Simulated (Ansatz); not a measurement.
**Geometry relaxation, with input and output: Rh**

The run: geometry relaxation of Rh (P6₃/mmc, 2 atoms in the cell). Method and program: DFT PBE, scalar-relativistic, plane waves, PAW, no spin polarisation (Ansatz 0.2.0).

The structure was built on a prototype by a generator; it need not be a known phase. Figures and captions count atoms from 1; the log counts them from 0 in places.

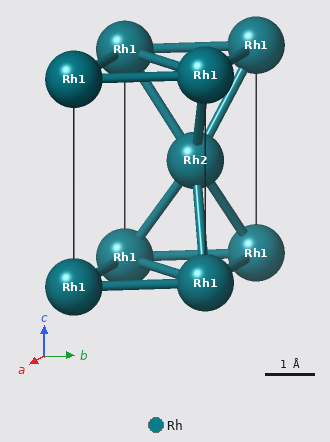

*The starting structure (ball-and-stick view of the cell of the calculation, seen slightly off an axis; atoms are numbered from 1 in the order of the input).*

Near neighbours in the crystal (not all of them lie inside the picture): Rh has 12 Rh at 2.70 to 2.72 Å.

### The input
```yaml
crystal:
  lattice:
    - [2.7203725139, 2.926e-07, 0.0]
    - [-1.3601865103, 2.3559115585, 0.0]
    - [0.0, 0.0, 4.3983759072]
  atoms:
    - { symbol: Rh, position: [0.0, 0.0, 0.0] }
    - { symbol: Rh, position: [0.3333333333, 0.6666666667, 0.5] }
basis:
  ecutwfc: 420
kpoints:
  mp_grid: { grid: [18, 18, 10] }
hamiltonian:
  xc: pbe
scf:
  occupations: { method: gaussian, width: 0.1 }
output:
  forces: true
  stress: true
  eigenvalues: true
relax:
  adjacent_minimum: "off"
  f_tol: 0.005
  max_steps: 80
  cell: { stress_tol: 0.05 }
```

Launched with:
```bash
ansatz run input.yaml --threads 1 --pin off --max-ram 2560MiB --backend cpu --events-out ev --progress --plain --runs-dir out
```

### Output
```
Engine: ansatz 0.2.0, aarch64-unknown-linux-gnu
Pseudopotentials: kind: paw
Pseudopotential: Rh, paw, valence charge 17, recommended cutoff 420 eV (normal), Rh.paw.azcp
Functional definition: PBE
  parameter kappa = 0.804
  parameter beta = 0.06672455060314922
  exchange = pbe_x(kappa = kappa, mu = beta*pi^2/3)
  correlation = pbe_c(beta = beta)
Crystal: 2 atoms, lattice volume = 28.189 Å³
Basis set: ecut = 420 eV, 549 PW (Γ), exchange–correlation on 40×40×60 points (8 copies of the dense FFT grid, shifted against one another)
Bands: 21, of which v1, the nominal top of the filled ones, is band 17 counted from 1 (16 counted from 0)
Symmetry: 24 space group operations
Space group: P63/mmc (ITA 194), of the structure as read, at distance tolerance 3.0e-5 Å
k-points: 222 of 3240
Non-local potential: Rh, projectors of the file, l = 0: 3, l = 1: 2, l = 2: 2, l = 3: 1
PAW form: soft (Blöchl's): semilocal exchange-correlation on the pseudo side does not see the compensation charge
PAW one-centre angular grid: Rh, 590 points (default); XC on 64 Gauss nodes
Initial density: superposition of atomic densities (neutral atoms: chi_scale 0, normalization atom), corrected by the library's trained network
Initial wavefunctions: pseudopotential atomic-orbital guess
Functional: x = pbe(κ = 0.804, μ = 0.2195149727645171), c = pbe(β = 0.06672455060314922)
SCF iter   1: F=—  HF=-12805.707843 eV  |F-HF|=—  |Δ(HF+E_count)|=         —  Δρ=7.64e-3  dr2=2.80e-3  ethr=1.77e-3  ⟨swp⟩=4.7  Hψ=17968  notcnv=0
preconditioner: auto → none  [metal: Δε(μ)=0.001 eV  Ē_g=7.379 eV  σ=0.100 eV  W_gap=0.01  n_scr=8 (ndim 8)  ℏωp=29.7 eV  f_vac=0.000  D(μ)=3.37/eV (n_scr^D=42)  sad-step TF]
SCF iter   2: F=—  HF=-12805.710294 eV  |F-HF|=—  |Δ(HF+E_count)|=   2.45e-3  Δρ=4.21e-3  dr2=9.38e-4  ethr=8.24e-6  ⟨swp⟩=2.0  Hψ=8333  notcnv=0
SCF iter   3: F=—  HF=-12805.710900 eV  |F-HF|=—  |Δ(HF+E_count)|=   6.06e-4  Δρ=5.15e-4  dr2=5.69e-5  ethr=2.76e-6  ⟨swp⟩=2.0  Hψ=6385  notcnv=0
SCF iter   4: F=—  HF=-12805.710866 eV  |F-HF|=—  |Δ(HF+E_count)|=   3.36e-5  Δρ=1.52e-4  dr2=1.21e-6  ethr=1.67e-7  ⟨swp⟩=2.1  Hψ=6949  notcnv=0
SCF iter   5: F=—  HF=-12805.710868 eV  |F-HF|=—  |Δ(HF+E_count)|=   1.70e-6  Δρ=3.10e-5  dr2=1.40e-7  ethr=3.55e-9  ⟨swp⟩=2.0  Hψ=6365  notcnv=0
SCF iter   6: F=-12805.710868 eV  HF=-12805.710868 eV  |F-HF|=1.07e-8  |Δ(HF+E_count)|=   9.84e-9  Δρ=8.26e-6  dr2=1.51e-8  ethr=2.94e-10  ⟨swp⟩=4.1  Hψ=15211  notcnv=0
SCF 1 converged in 6 iterations: F = -12805.710868 eV  dr2 = 1.51e-8
  greatest PAW one-centre occupation: 1.000 electrons in one spin orbital (limit 2), on the Rh atom at site 1 (counted from 0), in its partial waves of l = 0
relax step   1: F+E_penalty+E_count = -12805.71086773 eV  Δ(F+E_penalty+E_count) = +0.000e0 eV  max|allowed force component| = 2.891e-17 eV/Å  Δτ_max = 0.0000 Å  P = +0.029 GPa  Ω = 28.189 Å³  (6 SCF iters, dr2 threshold 1.00e-7 eV, accepted)
Crystal: 2 atoms, lattice volume = 28.199 Å³
Initial density: handed on by an earlier stage of this run
Initial wavefunctions: those handed on with the density
iter 1 solved again at ethr=5.52e-7 eV; its pass at ethr=3.10e-3 eV (dr2=1.88e-4 eV) is discarded
SCF iter   1: F=—  HF=-12805.711219 eV  |F-HF|=—  |Δ(HF+E_count)|=         —  Δρ=1.06e-3  dr2=6.28e-5  ethr=5.52e-7  ⟨swp⟩=2.0  Hψ=23058  notcnv=0
preconditioner: auto → none  [metal: Δε(μ)=0.003 eV  Ē_g=7.380 eV  σ=0.100 eV  W_gap=0.02  n_scr=8 (ndim 8)  ℏωp=29.7 eV  f_vac=0.000  D(μ)=3.34/eV (n_scr^D=42)]
SCF iter   2: F=—  HF=-12805.711193 eV  |F-HF|=—  |Δ(HF+E_count)|=   2.62e-5  Δρ=3.46e-4  dr2=5.36e-6  ethr=1.85e-7  ⟨swp⟩=1.6  Hψ=6707  notcnv=0
SCF iter   3: F=—  HF=-12805.711193 eV  |F-HF|=—  |Δ(HF+E_count)|=   3.44e-8  Δρ=9.48e-5  dr2=3.92e-7  ethr=1.58e-8  ⟨swp⟩=1.0  Hψ=4715  notcnv=0
iter 4 did not close the SCF: its close was put off for the readings that it lacked (scf_convergence_deferred on its scf_iter line)
SCF iter   4: F=-12805.711193 eV  HF=-12805.711193 eV  |F-HF|=2.58e-9  |Δ(HF+E_count)|=   6.24e-8  Δρ=7.35e-6  dr2=5.98e-9  ethr=1.15e-9  ⟨swp⟩=2.3  Hψ=8508  notcnv=0
iter 5 did not close the SCF: its close was put off for the readings that it lacked (scf_convergence_deferred on its scf_iter line)
SCF iter   5: F=-12805.711193 eV  HF=-12805.711193 eV  |F-HF|=2.91e-11  |Δ(HF+E_count)|=  3.69e-10  Δρ=1.94e-6  dr2=3.05e-10  ethr=1.76e-11  ⟨swp⟩=2.2  Hψ=7219  notcnv=0
SCF iter   6: F=-12805.711193 eV  HF=-12805.711193 eV  |F-HF|=1.09e-11  |Δ(HF+E_count)|=  1.06e-10  Δρ=3.82e-7  dr2=1.76e-11  ethr=1.00e-12  ⟨swp⟩=1.0  Hψ=13585  notcnv=0
SCF 2 converged in 6 iterations: F = -12805.711193 eV  dr2 = 1.76e-11
relax step   2: F+E_penalty+E_count = -12805.71119271 eV  Δ(F+E_penalty+E_count) = -3.250e-4 eV  max|allowed force component| = 2.891e-17 eV/Å  Δτ_max = 0.0000 Å  P = -0.043 GPa  Ω = 28.199 Å³  energy of the carried Pulay correction = -6.057e-6 eV  (6 SCF iters, dr2 threshold 2.00e-7 eV, accepted)
Crystal: 2 atoms, lattice volume = 28.191 Å³
iter 1 solved again at ethr=2.26e-9 eV; its pass at ethr=3.10e-3 eV (dr2=7.68e-7 eV) is discarded
SCF iter   1: F=—  HF=-12805.711213 eV  |F-HF|=—  |Δ(HF+E_count)|=         —  Δρ=6.47e-5  dr2=4.09e-7  ethr=2.26e-9  ⟨swp⟩=2.1  Hψ=22987  notcnv=0
preconditioner: auto → none  [metal: Δε(μ)=0.002 eV  Ē_g=7.383 eV  σ=0.100 eV  W_gap=0.01  n_scr=8 (ndim 8)  ℏωp=29.7 eV  f_vac=0.000  D(μ)=3.35/eV (n_scr^D=42)]
SCF iter   2: F=—  HF=-12805.711200 eV  |F-HF|=—  |Δ(HF+E_count)|=   1.36e-5  Δρ=2.12e-5  dr2=2.63e-8  ethr=1.20e-9  ⟨swp⟩=2.3  Hψ=7385  notcnv=0
iter 3 did not close the SCF: its close was put off for the readings that it lacked (scf_convergence_deferred on its scf_iter line)
SCF iter   3: F=-12805.711200 eV  HF=-12805.711200 eV  |F-HF|=2.26e-10  |Δ(HF+E_count)|=  5.86e-10  Δρ=6.70e-6  dr2=3.31e-9  ethr=7.73e-11  ⟨swp⟩=1.9  Hψ=6097  notcnv=0
iter 4 did not close the SCF: its close was put off for the readings that it lacked (scf_convergence_deferred on its scf_iter line)
SCF iter   4: F=-12805.711200 eV  HF=-12805.711200 eV  |F-HF|=7.28e-12  |Δ(HF+E_count)|=  2.40e-10  Δρ=8.20e-7  dr2=5.23e-11  ethr=9.74e-12  ⟨swp⟩=2.5  Hψ=6857  notcnv=0
iter 5 did not close the SCF: its close was put off for the readings that it lacked (scf_convergence_deferred on its scf_iter line)
SCF iter   5: F=-12805.711200 eV  HF=-12805.711200 eV  |F-HF|=0.00e0  |Δ(HF+E_count)|=  9.09e-12  Δρ=1.68e-7  dr2=1.65e-12  ethr=1.00e-12  ⟨swp⟩=1.1  Hψ=4750  notcnv=0
SCF iter   6: F=-12805.711200 eV  HF=-12805.711200 eV  |F-HF|=0.00e0  |Δ(HF+E_count)|=  1.82e-12  Δρ=1.35e-8  dr2=1.48e-14  ethr=1.00e-12  ⟨swp⟩=1.0  Hψ=10257  notcnv=0
SCF 3 converged in 6 iterations: F = -12805.711200 eV  dr2 = 1.48e-14
relax step   3: F+E_penalty+E_count = -12805.71119975 eV  Δ(F+E_penalty+E_count) = -7.045e-6 eV  max|allowed force component| = 1.388e-17 eV/Å  Δτ_max = 0.0000 Å  P = +0.029 GPa  Ω = 28.191 Å³  energy of the carried Pulay correction = -7.122e-7 eV  (6 SCF iters, dr2 threshold 1.16e-8 eV, accepted)
Initial wavefunctions: pseudopotential atomic-orbital guess (no wavefunctions were taken with the density)
iter 1 solved again at ethr=2.15e-8 eV; its pass at ethr=3.10e-3 eV (dr2=7.31e-6 eV) is discarded
SCF iter   1: F=—  HF=-12805.711205 eV  |F-HF|=—  |Δ(HF+E_count)|=         —  Δρ=9.37e-5  dr2=5.45e-8  ethr=2.15e-8  ⟨swp⟩=3.3  Hψ=31794  notcnv=0
SCF iter   2: F=—  HF=-12805.711197 eV  |F-HF|=—  |Δ(HF+E_count)|=   8.75e-6  Δρ=4.67e-5  dr2=1.31e-8  ethr=1.60e-10  ⟨swp⟩=2.2  Hψ=7444  notcnv=0
SCF iter   3: F=—  HF=-12805.711198 eV  |F-HF|=—  |Δ(HF+E_count)|=   1.49e-6  Δρ=3.57e-6  dr2=6.80e-10  ethr=3.85e-11  ⟨swp⟩=1.0  Hψ=4662  notcnv=0
iter 4 did not close the SCF: its close was put off for the readings that it lacked (scf_convergence_deferred on its scf_iter line)
SCF iter   4: F=-12805.711198 eV  HF=-12805.711198 eV  |F-HF|=9.09e-12  |Δ(HF+E_count)|=   5.16e-9  Δρ=2.94e-7  dr2=5.34e-12  ethr=2.00e-12  ⟨swp⟩=2.8  Hψ=8890  notcnv=0
iter 5 did not close the SCF: its close was put off for the readings that it lacked (scf_convergence_deferred on its scf_iter line)
SCF iter   5: F=-12805.711198 eV  HF=-12805.711198 eV  |F-HF|=0.00e0  |Δ(HF+E_count)|=  9.09e-12  Δρ=1.12e-7  dr2=7.72e-13  ethr=1.00e-12  ⟨swp⟩=1.0  Hψ=4662  notcnv=0
iter 6 did not close the SCF: its close was put off for the readings that it lacked (scf_convergence_deferred on its scf_iter line)
SCF iter   6: F=-12805.711198 eV  HF=-12805.711198 eV  |F-HF|=5.46e-12  |Δ(HF+E_count)|=  3.64e-12  Δρ=2.98e-8  dr2=1.25e-13  ethr=1.00e-12  ⟨swp⟩=1.0  Hψ=4662  notcnv=0
iter 7 did not close the SCF: its close was put off for the readings that it lacked (scf_convergence_deferred on its scf_iter line)
SCF iter   7: F=-12805.711198 eV  HF=-12805.711198 eV  |F-HF|=3.64e-12  |Δ(HF+E_count)|=  3.64e-12  Δρ=5.78e-9  dr2=3.51e-15  ethr=1.00e-12  ⟨swp⟩=1.0  Hψ=4662  notcnv=0
SCF iter   8: F=-12805.711198 eV  HF=-12805.711198 eV  |F-HF|=7.28e-12  |Δ(HF+E_count)|=  7.28e-12  Δρ=4.36e-10  dr2=3.15e-17  ethr=1.00e-12  ⟨swp⟩=2.0  Hψ=13616  notcnv=0
SCF 4 converged in 8 iterations: F = -12805.711198 eV  dr2 = 3.15e-17
relax step   4: F+E_penalty+E_count = -12805.71119800 eV  Δ(F+E_penalty+E_count) = +1.756e-6 eV  max|allowed force component| = 2.313e-18 eV/Å  Δτ_max = 0.0000 Å  P = +0.029 GPa  Ω = 28.191 Å³  stress off target by 3.04e-2 GPa  SCF on the basis re-selected at this cell (its energy is not comparable with the rows above)  (8 SCF iters)
```

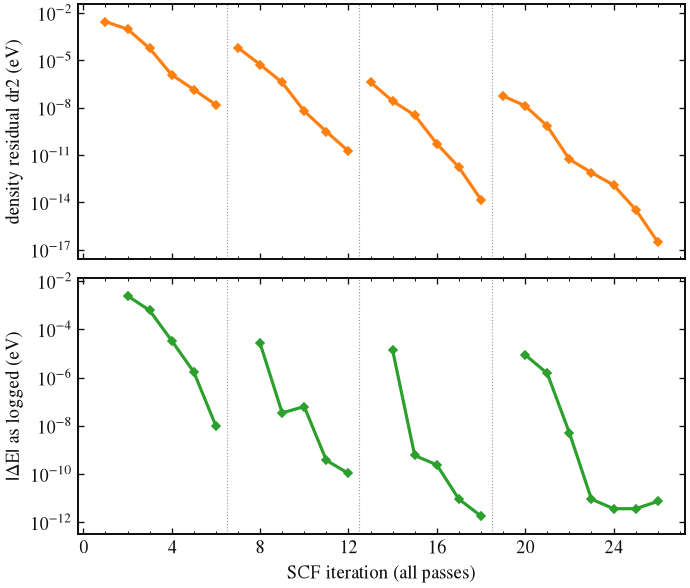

*Convergence of the self-consistent field: density residual dr2 and size of the energy change against the SCF iteration. The dotted lines part the SCF passes of the relaxation: geometry steps, rejected trials and re-solves on a re-selected basis.*

The passes take 6, 6, 6 and 8 iterations.

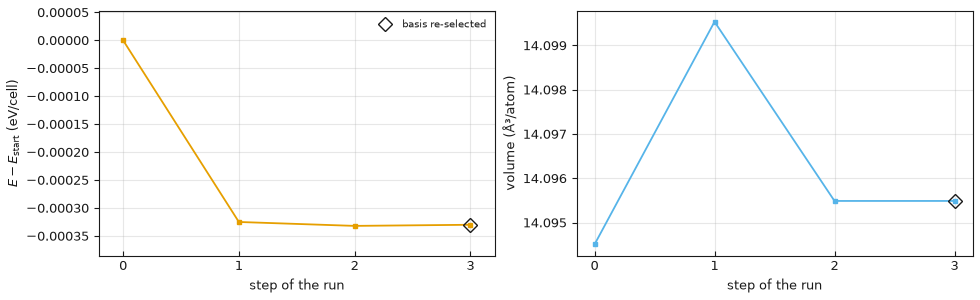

*Progress of the relaxation, step by step (the first geometry is step 0 here and step 1 in the log).*

The atoms keep their places relative to the cell (all moves are under 0.005 Å). Distances before and after: Rh1–Rh1 2.720 → 2.725 Å, Rh1–Rh2 2.702 → 2.698 Å. The space group stays P6_3/mmc (No. 194). The energy falls by 0.3 meV per cell of the calculation in 2 geometry steps. All forces vanish by symmetry, so only the cell relaxes. Pressure: 0.03 GPa at the start and 0.03 GPa at the end. A last SCF at the same geometry on a re-selected plane-wave basis shifts the energy by +0.0 meV per cell of the calculation. (Atoms are counted from 1 in the order of the input.)

```
basis re-selected at this cell: Δ(F+E_penalty+E_count) = +1.756e-6 eV, ΔP = +0.000 GPa vs the last step (what re-selecting the basis moved, of the pressure what is left beyond the Pulay correction that the steps carried, after the strain that the cell walked since its last selection, with what the two solves' SCF thresholds leave and, on support functions, any second-order correction that the steps lacked; it is no measure of the basis error at this ecutwfc). This SCF's stress stands 3.04e-2 GPa from its target on what of the cell is left free (relax.cell.stress_tol is 5.00e-2 GPa) and its largest allowed force component is 2.31e-18 eV/Å (relax.f_tol is 5.00e-3 eV/Å): within both
SCF converged after 8 iterations
Free energy (F): -12805.711198 eV
Harris-Foulkes:  -12805.711198 eV  (|F-HF|=7.28e-12)
Internal energy: -12805.694451 eV  (E = F + TS)
E sigma→0 (E₀):  -12805.702825 eV
Entropy (-TS):   -0.016747 eV (-8.373 meV/atom)
Fermi energy:    21.787999 eV
--- Per-component energies (eV) ---
  E_band       = -190.740360
  E_kinetic    = 1145.617523
  E_local      = -3189.016135  (includes V_loc(G=0)·N_el)
  E_nonlocal   = 709.246539
  E_hartree    = 1121.081095
  E_xc         = -443.434305
  E_vxc        = -556.643839  (∫ρ·V_xc dr)
  E_paw        = -7173.772717  (= ΣΔE_a)
  E_vpaw       = -542.108364  (= ΣTr[D̂ρ^β])
  E_aug_tail   = 0.001727  (compensation charges beyond the density's cutoff)
  E_ewald      = -4975.418179
  E_smearing   = -0.016747  (= −TS)
  E_closure    = 0.000000  (closes the sum)
  Σ components = -12805.711198   (vs F -12805.711198, Δ=0.00e0)
--- Forces (eV/Å), atoms counted from 1 ---
  atom   1  Rh     0.00000000     0.00000000    -0.00000000
  atom   2  Rh     0.00000000    -0.00000000     0.00000000
  max |Σ_I F_I| component: 0.00e0 eV/Å
--- Stress (GPa, compression-positive) ---
        0.027973      -0.000000      -0.000000
       -0.000000       0.027973       0.000000
       -0.000000       0.000000       0.030376
  P = ⅓ Tr σ = 0.0288 GPa (0.288 kbar)
--- Band table (eV; the first three rows and the last of 222) ---
  k-point 0: bands = ["-57.1004", "-56.9923", "-25.3102", "-24.6963", "-24.6963", "-24.6121", "-24.5946", "-24.5946", "13.9038", "15.7730", "18.8215", "18.8557", "18.8557", "19.3686", "19.3686", "19.8999", "19.8999", "21.9052", "21.9052", "22.5762", "30.2301"]
  k-point 1: bands = ["-57.0977", "-56.9950", "-25.2937", "-24.6939", "-24.6939", "-24.6298", "-24.5971", "-24.5971", "14.0051", "15.8003", "18.7810", "18.8068", "18.8068", "19.3207", "19.3207", "20.0154", "20.0154", "21.9016", "21.9016", "22.1838", "30.7476"]
  k-point 2: bands = ["-57.0901", "-57.0027", "-25.2455", "-24.6867", "-24.6867", "-24.6808", "-24.6044", "-24.6044", "14.2991", "15.8709", "18.6738", "18.7180", "18.7180", "19.1943", "19.1943", "20.2973", "20.2973", "21.2597", "21.8740", "21.8740", "32.0455"]
  k-point 221: bands = ["-56.9752", "-56.9752", "-25.1466", "-25.1466", "-24.9869", "-24.9869", "-24.7291", "-24.7291", "17.0920", "17.0920", "17.6284", "17.6284", "18.7516", "18.7516", "19.9983", "19.9983", "21.9658", "21.9658", "29.1162", "29.1162", "31.1657"]
--- Relaxed structure (3 steps of the walk, 3 accepted, 1 SCFs on fresh bases) ---
  F+E_penalty+E_count = -12805.71119800 eV   max|allowed force component| = 2.313e-18 eV/Å   (the final SCF, on the basis selected at the relaxed cell)
  cell:  # Å, volume = 28.1910 Å³
    - [2.7247109498333923, 2.930382824184389e-7, -1.72150763074204e-33]
    - [-1.362355728695293, 2.3596687540062034, 8.980257093376184e-34]
    - [-2.829772379796044e-33, 6.958456671629617e-35, 4.38468676195676]
  atoms:
    - { symbol: Rh, position: [9.251858539620035e-18, -5.08852219630634e-17, -2.896347283654793e-35] }
    - { symbol: Rh, position: [0.3333333333333333, 0.6666666666666666, 0.5000000000000001] }
```

### Trajectory as extended XYZ (Å, eV, eV/Å), 4 frames, from step=1 to step=4
```
2
Lattice="2.7204 0.0000 0.0000 -1.3602 2.3559 0.0000 0.0000 0.0000 4.3984" Properties=species:S:1:pos:R:3:forces:R:3 step=1 energy=-12805.71087 pressure_GPa=0.03
Rh    0.0000    0.0000    0.0000    0.0000   0.0000   0.0000
Rh    0.0000    1.5706    2.1992    0.0000   0.0000   0.0000
2
Lattice="2.7252 0.0000 0.0000 -1.3626 2.3601 0.0000 0.0000 0.0000 4.3843" Properties=species:S:1:pos:R:3:forces:R:3 step=2 energy=-12805.71119 pressure_GPa=-0.04
Rh    0.0000    0.0000    0.0000    0.0000   0.0000   0.0000
Rh    0.0000    1.5734    2.1921    0.0000   0.0000   0.0000
2
Lattice="2.7247 0.0000 0.0000 -1.3624 2.3597 0.0000 0.0000 0.0000 4.3847" Properties=species:S:1:pos:R:3:forces:R:3 step=3 energy=-12805.71120 pressure_GPa=0.03
Rh    0.0000    0.0000    0.0000    0.0000   0.0000   0.0000
Rh    0.0000    1.5731    2.1923    0.0000   0.0000   0.0000
2
Lattice="2.7247 0.0000 0.0000 -1.3624 2.3597 0.0000 0.0000 0.0000 4.3847" Properties=species:S:1:pos:R:3:forces:R:3 step=4 energy=-12805.71120 pressure_GPa=0.03
Rh    0.0000    0.0000    0.0000    0.0000   0.0000   0.0000
Rh    0.0000    1.5731    2.1923    0.0000   0.0000   0.0000
```

### Key numbers

```tsv
quantity	value
outcome	converged
space group (tolerance 0.01 Å)	P6₃/mmc (194)
electrons treated	34
free energy	−12805.7112 eV
Fermi energy	21.788 eV
gap on the k-point mesh	none (metallic)
pressure	0.03 GPa
final volume	28.19 Å³
largest force (length of the vector) at the end	under 0.001 eV/Å
final cell	a = 2.725 Å, b = 2.725 Å, c = 4.385 Å, α = 90.00°, β = 90.00°, γ = 120.00°
hardware	1 thread of Arm Neoverse V1, 24 GiB of memory available, shared host
wall time	28 s
peak memory	0.38 GiB
```
